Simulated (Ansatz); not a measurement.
## Quasiparticle gap of Ta3N5 (Cmcm)

Aim: the quasiparticle gap of Ta3N5 (Cmcm), starting from LDA.

Method: LDA, then G0W0 on it, plane waves, PAW, in Ansatz 0.2.0.

## Step 1: The structure

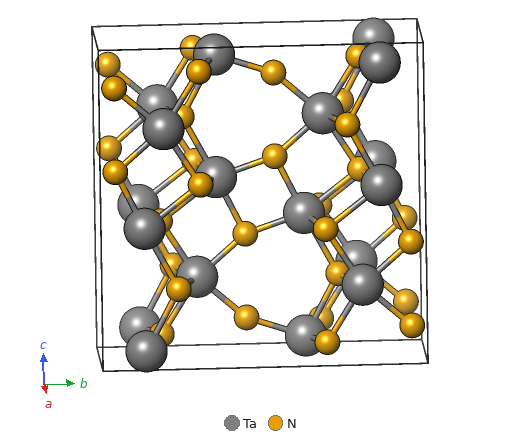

Start, viewed slightly off an axis; tantalum grey, nitrogen orange. This picture shows the conventional cell, with its axes. Some periodic images of atoms are drawn too.

Structure file:

```cif
data_structure
_symmetry_space_group_name_H-M 'P 1'
_symmetry_Int_Tables_number 1
_cell_length_a 5.4631
_cell_length_b 5.4631
_cell_length_c 10.2624
_cell_angle_alpha 90.000
_cell_angle_beta 90.000
_cell_angle_gamma 138.330
_cell_volume 203.63
loop_
_atom_site_label
_atom_site_type_symbol
_atom_site_fract_x
_atom_site_fract_y
_atom_site_fract_z
_atom_site_occupancy
Ta1 Ta 0.80290 0.19710 0.25000 1
Ta2 Ta 0.19710 0.80290 0.75000 1
Ta3 Ta 0.86545 0.13455 0.55906 1
Ta4 Ta 0.13455 0.86545 0.05906 1
Ta5 Ta 0.13455 0.86545 0.44094 1
Ta6 Ta 0.86545 0.13455 0.94094 1
N7 N 0.23678 0.76322 0.25000 1
N8 N 0.76322 0.23678 0.75000 1
N9 N 0.95299 0.04701 0.11949 1
N10 N 0.04701 0.95299 0.61949 1
N11 N 0.04701 0.95299 0.88051 1
N12 N 0.95299 0.04701 0.38051 1
N13 N 0.69138 0.30862 0.07378 1
N14 N 0.30862 0.69138 0.57378 1
N15 N 0.30862 0.69138 0.92622 1
N16 N 0.69138 0.30862 0.42622 1
```

The cell and positions come from the Crystallography Open Database and are kept as given unless a step says otherwise. Spin-orbit coupling is left out unless a step names it. The default PAW set here is soft_2. Its files were made with PBE.

## Step 2: The LDA band structure

Levels along a band path and on the mesh show where this functional puts the band edges.

This step: DFT, LDA, plane waves, PAW.

input.yaml reads:

```yaml
crystal:
  lattice:
    - [1.9431, -5.1059, 0.0]
    - [1.9431, 5.1059, 0.0]
    - [0.0, 0.0, 10.2624]
  atoms:
    - { symbol: Ta, position: [0.8029, 0.1971, 0.25] }
    - { symbol: Ta, position: [0.1971, 0.8029, 0.75] }
    - { symbol: Ta, position: [0.86545, 0.13455, 0.55906] }
    - { symbol: Ta, position: [0.13455, 0.86545, 0.05906] }
    - { symbol: Ta, position: [0.13455, 0.86545, 0.44094] }
    - { symbol: Ta, position: [0.86545, 0.13455, 0.94094] }
    - { symbol: "N", position: [0.23678, 0.76322, 0.25] }
    - { symbol: "N", position: [0.76322, 0.23678, 0.75] }
    - { symbol: "N", position: [0.95299, 0.04701, 0.11949] }
    - { symbol: "N", position: [0.04701, 0.95299, 0.61949] }
    - { symbol: "N", position: [0.04701, 0.95299, 0.88051] }
    - { symbol: "N", position: [0.95299, 0.04701, 0.38051] }
    - { symbol: "N", position: [0.69138, 0.30862, 0.07378] }
    - { symbol: "N", position: [0.30862, 0.69138, 0.57378] }
    - { symbol: "N", position: [0.30862, 0.69138, 0.92622] }
    - { symbol: "N", position: [0.69138, 0.30862, 0.42622] }
kpoints:
  mp_grid: { grid: [6, 6, 2] }
  band_path:
    path:
      - [[0.0, 0.0, 0.0], [-0.5, 0.5, 0.0], [-0.28620643, 0.71379357, 0.0]]
      - [[0.28620643, 0.28620643, 0.0], [0.0, 0.0, 0.0], [0.0, 0.0, 0.5], [0.28620643, 0.28620643, 0.5]]
      - [[-0.28620643, 0.71379357, 0.5], [-0.5, 0.5, 0.5], [-0.5, 0.5, 0.0]]
      - [[0.0, 0.0, 0.0], [0.0, 0.5, 0.0], [0.0, 0.5, 0.5], [0.0, 0.0, 0.5], [-0.5, 0.5, 0.5]]
    npoints: 10
hamiltonian:
  xc: lda
scf:
  occupations: { method: fermi_dirac, width: 0.02 }
  n_extra_bands: 9
output:
  eigenvalues: true
```

Run with:

```console
> ansatz run input.yaml --threads 16 --pin off --max-ram 82944MiB --backend cuda --events-out ev --progress --plain --runs-dir out --devices 1 --max-vram 78GiB
```

Numbers of over 12 decimals in the logs are rounded to 6 here.

Output:

```text
scf.n_extra_bands = 9 over 64 filled bands (N_el = 128.0): the run solves 73 bands
GPUs: using 1 of 1 available (devices: 1).
Engine: ansatz 0.2.0, aarch64-unknown-linux-gnu
Pseudopotentials: kind: paw
Pseudopotential: Ta, paw, valence charge 13, recommended cutoff 420 eV (normal), Ta.paw.azcp
Pseudopotential: N, paw, valence charge 5, recommended cutoff 420 eV (normal), N.paw.azcp
Functional definition: SPW92
  exchange = slater_x
  correlation = pw_c
device memory: the entry about to start is reckoned to put 4.9 GiB on a device that reports 129.8 GiB free (of which the cap on the GPU budget leaves the run 78.0 GiB)
GPU FFT provider: cuFFT
GPU libraries: cuBLAS 13.8.1, cuFFT 12.4.0, cuSOLVER 12.3.2
GPU matrix products: emulated (plane waves: as basis.precision tells), large ones in fixed point in workspaces of 1.00 GiB
Crystal: 16 atoms, lattice volume = 203.632 Å³
Basis set: ecut = 420 eV, 3985 PW (Γ)
Bands: 73, of which v1, the nominal top of the filled ones, is band 64 counted from 1 (63 counted from 0)
Symmetry: 8 space group operations
Space group: Cmcm (ITA 63), of the structure as read, at distance tolerance 5.9e-5 Å
k-points: 26 of 72
Non-local potential: Ta, projectors of the file, l = 0: 3, l = 1: 2, l = 2: 2, l = 3: 1
Non-local potential: N, projectors of the file, l = 0: 2, l = 1: 2, l = 2: 1
PAW form: soft (Blöchl's): semilocal exchange-correlation on the pseudo side does not see the compensation charge
PAW frozen core: Ta, regenerated for the run's functional, and the local potential with it (the file was generated under x = pbe(κ = 0.804, μ = 0.219515), c = pbe(β = 0.066725))
PAW frozen core: N, regenerated for the run's functional, and the local potential with it (the file was generated under x = pbe(κ = 0.804, μ = 0.219515), c = pbe(β = 0.066725))
PAW one-centre angular grid: Ta, 590 points (default); XC on 64 Gauss nodes
PAW one-centre angular grid: N, 110 points (default); XC on 64 Gauss nodes
Initial density: superposition of atomic densities (neutral atoms: chi_scale 0, normalization atom), corrected by the library's trained network
Initial wavefunctions: pseudopotential atomic-orbital guess
GPU buffer pool allocated for 115200 grid points (all kernels)
GPU transforms: local potential and band sums: pruned to the plane-wave sphere, on 40×40×72
Functional: x = slater, c = lda
SCF iter   1: F=—  HF=-61852.928898 eV  |F-HF|=—  |Δ(HF+E_count)|=         —  Δρ=1.23e-2  dr2=2.94e-1  ethr=1.77e-3  ⟨swp⟩=7.8  Hψ=7839  notcnv=0
preconditioner: auto → Resta (q_TF=auto, 2.525 Å⁻¹)  ε∞=8.6  [insulator: Δε(μ)=1.003 eV  Ē_g=8.459 eV  σ=0.020 eV  W_gap=1.00  n_scr=56 (ndim 8)  ℏωp=23.3 eV  f_vac=0.062  D(μ)=0.00/eV (n_scr^D=0)  ε∞_Penn≈8.6]
SCF iter   2: F=—  HF=-61852.863542 eV  |F-HF|=—  |Δ(HF+E_count)|=   6.54e-2  Δρ=4.45e-3  dr2=1.97e-2  ethr=2.29e-4  ⟨swp⟩=2.0  Hψ=3460  notcnv=0  defer=26
SCF iter   3: F=—  HF=-61852.860220 eV  |F-HF|=—  |Δ(HF+E_count)|=   3.32e-3  Δρ=2.34e-3  dr2=6.91e-3  ethr=1.54e-5  ⟨swp⟩=2.0  Hψ=2759  notcnv=0  defer=26
SCF iter   4: F=—  HF=-61852.858803 eV  |F-HF|=—  |Δ(HF+E_count)|=   1.42e-3  Δρ=3.74e-4  dr2=5.17e-4  ethr=5.40e-6  ⟨swp⟩=2.0  Hψ=2734  notcnv=0  defer=26
SCF iter   5: F=—  HF=-61852.858144 eV  |F-HF|=—  |Δ(HF+E_count)|=   6.60e-4  Δρ=2.21e-4  dr2=1.27e-4  ethr=4.04e-7  ⟨swp⟩=2.0  Hψ=2822  notcnv=0  defer=26
SCF iter   6: F=—  HF=-61852.858140 eV  |F-HF|=—  |Δ(HF+E_count)|=   4.16e-6  Δρ=7.74e-5  dr2=2.65e-5  ethr=9.94e-8  ⟨swp⟩=2.1  Hψ=2597  notcnv=0  defer=26
SCF iter   7: F=—  HF=-61852.858523 eV  |F-HF|=—  |Δ(HF+E_count)|=   3.83e-4  Δρ=2.50e-5  dr2=2.39e-6  ethr=2.07e-8  ⟨swp⟩=2.0  Hψ=2595  notcnv=0  defer=26
SCF iter   8: F=—  HF=-61852.858523 eV  |F-HF|=—  |Δ(HF+E_count)|=   2.38e-7  Δρ=8.84e-6  dr2=2.25e-7  ethr=1.86e-9  ⟨swp⟩=2.0  Hψ=2842  notcnv=0  defer=26
SCF iter   9: F=—  HF=-61852.858523 eV  |F-HF|=—  |Δ(HF+E_count)|=   3.16e-8  Δρ=7.09e-6  dr2=1.14e-7  ethr=7.81e-11  ⟨swp⟩=9.5  Hψ=5377  notcnv=0
SCF iter  10: F=-61852.858523 eV  HF=-61852.858523 eV  |F-HF|=4.00e-10  |Δ(HF+E_count)|=   1.82e-8  Δρ=1.19e-6  dr2=4.07e-9  ethr=7.81e-11  ⟨swp⟩=3.0  Hψ=3531  notcnv=0
SCF 1 converged in 10 iterations: F = -61852.858523 eV  dr2 = 4.07e-9
  greatest PAW one-centre occupation: 1.000 electrons in one spin orbital (limit 2), on the Ta atom at site 0 (counted from 0), in its partial waves of l = 0
device memory: the entry about to start is reckoned to put 17.8 GiB on a device that reports 129.8 GiB free (of which the cap on the GPU budget leaves the run 78.0 GiB)
NSCF: frozen V_eff on 114 k-points, pencils in batches of 32, up to order 324
SCF converged after 10 iterations
Free energy (F): -61852.858523 eV
Harris-Foulkes:  -61852.858523 eV  (|F-HF|=4.00e-10)
Internal energy: -61852.858523 eV  (E = F + TS)
E sigma→0 (E₀):  -61852.858523 eV
Fermi energy:    12.169734 eV
--- Per-component energies (eV) ---
  E_band       = -1031.766506
  E_kinetic    = 3488.695138
  E_local      = -7509.366026  (includes V_loc(G=0)·N_el)
  E_nonlocal   = 591.537677
  E_hartree    = 2642.403841
  E_xc         = -1890.709285
  E_vxc        = -1977.762168  (∫ρ·V_xc dr)
  E_paw        = -50074.336891  (= ΣΔE_a)
  E_vpaw       = -909.679940  (= ΣTr[D̂ρ^β])
  E_aug_tail   = 0.001703  (compensation charges beyond the density's cutoff)
  E_ewald      = -9103.438537
  E_core_change = 2.353857  (= ΣΔE_core)
  E_smearing   = -0.000000  (= −TS)
  E_closure    = -0.000000  (closes the sum)
  Σ components = -61852.858523   (vs F -61852.858523, Δ=0.00e0)
--- Band table (eV; the first three rows and the last of 26) ---
  k-point 0: bands = [... 60 lower, 10.7773, 11.0958, 11.3161, 11.5795, 12.9721, 13.2894, 13.6745, 13.9782, ... 5 higher]
  k-point 1: bands = [... 60 lower, 10.8898, 10.8898, 11.0523, 11.0523, 13.1615, 13.1615, 14.0517, 14.0517, ... 5 higher]
  k-point 2: bands = [... 60 lower, 10.7019, 10.9157, 10.9995, 11.4827, 13.5549, 13.7040, 13.8714, 14.2504, ... 5 higher]
  k-point 25: bands = [... 60 lower, 10.4123, 10.4123, 11.0147, 11.0147, 13.1072, 13.1072, 14.2469, 14.2469, ... 5 higher]
```

The job ended after 1.6 s (1 × NVIDIA GB200 (shared by 2 runs) with 16 threads of Arm Neoverse V2, shared host; peak memory 1.1 GiB).

Numbers from this step:

| Quantity | Value |
| --- | --- |
| filled bands | 64 |
| gap | 1.087 eV |
| valence top at | k = (0.143, 0.143, 0.000) |
| conduction bottom at | Y |
| least direct gap | 1.361 eV |

Over mesh and path the gap is 1.087 eV, from k = (0.143, 0.143, 0.000) to k = (-0.500, 0.500, 0.000). The least direct gap found is 1.361 eV, at k = (-0.300, 0.300, 0.000). On the 6×6×2 mesh alone the same run gives 1.139 eV, so that mesh misses an edge of LDA: 1.139 − 1.087 = +0.052 eV.

Electronic bands along the path, in eV, zero at the top of the highest nominally filled band:

| point | band 61 | band 62 | band 63 | band 64 | band 65 | band 66 | band 67 | band 68 |
| --- | --- | --- | --- | --- | --- | --- | --- | --- |
| Γ | -0.87 | -0.55 | -0.33 | -0.06 | 1.33 | 1.65 | 2.03 | 2.33 |
| Y | -1.00 | -0.98 | -0.84 | -0.34 | 1.09 | 1.75 | 2.26 | 2.84 |
| C0 | -1.48 | -1.17 | -0.92 | -0.53 | 1.75 | 2.23 | 2.24 | 2.65 |
| jump to Σ0 | -1.48 | -1.17 | -0.92 | -0.53 | 1.75 | 2.23 | 2.24 | 2.65 |
| Γ | -0.87 | -0.55 | -0.33 | -0.06 | 1.33 | 1.65 | 2.03 | 2.33 |
| Z | -0.75 | -0.75 | -0.59 | -0.59 | 1.52 | 1.52 | 2.41 | 2.41 |
| A0 | -1.24 | -1.24 | -1.05 | -1.05 | 2.28 | 2.28 | 2.65 | 2.65 |
| jump to E0 | -1.24 | -1.24 | -1.05 | -1.05 | 2.28 | 2.28 | 2.65 | 2.65 |
| T | -1.23 | -1.23 | -0.63 | -0.63 | 1.46 | 1.46 | 2.60 | 2.60 |
| Y | -1.00 | -0.98 | -0.84 | -0.34 | 1.09 | 1.75 | 2.26 | 2.84 |
| jump to Γ | -0.87 | -0.55 | -0.33 | -0.06 | 1.33 | 1.65 | 2.03 | 2.33 |
| S | -1.13 | -1.09 | -0.63 | -0.42 | 1.66 | 1.69 | 2.53 | 2.83 |
| R | -0.80 | -0.80 | -0.57 | -0.57 | 1.86 | 1.86 | 2.60 | 2.60 |
| Z | -0.75 | -0.75 | -0.59 | -0.59 | 1.52 | 1.52 | 2.41 | 2.41 |
| T | -1.23 | -1.23 | -0.63 | -0.63 | 1.46 | 1.46 | 2.60 | 2.60 |

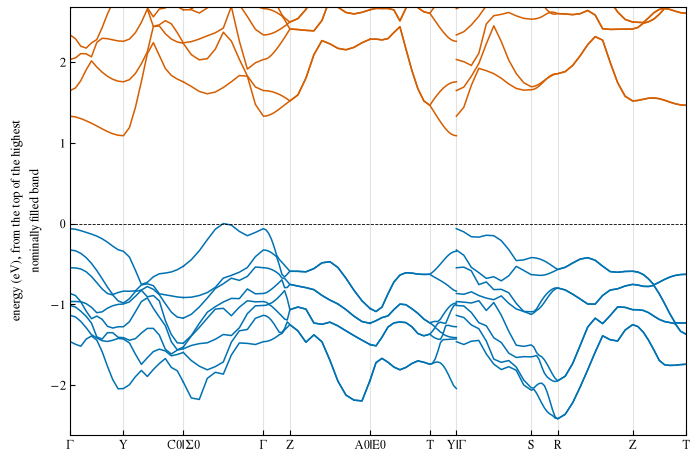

Electronic bands along the path; lines of filled and empty bands in two colours.

(Continued in part 2 of 2.)

[Paths, hosts, dates, memory and timing lines, banners, echoed tables and standing remarks are left out of the program output.]

[Logs are printed without paths, hosts, clocks, repeated set-up lines and the standing remarks that a program may print on its own settings, such as how far it seeks lower states.]

[Runs of the session that timed out or met a known fault of the program may be left out.]

[Cells called generated may have been cut or substituted from an entry of the Crystallography Open Database or the Materials Project.]

[Hosts, paths, dates, database ids (printed as entryN), source tags and the programs' standing remarks are cut or masked in the printed files.]

[Where an RPA ε∞ is given, it is that of the G0W0 mesh and is not shown converged in it. Names of k-points follow the symmetry that the program found, which can be lower than the space group named. Band edges on a path are those of the sampled points; other points can move an edge, and change direct to indirect where valleys lie close.]

[Hybrid gaps are those of their k-mesh and are not shown converged in it.]
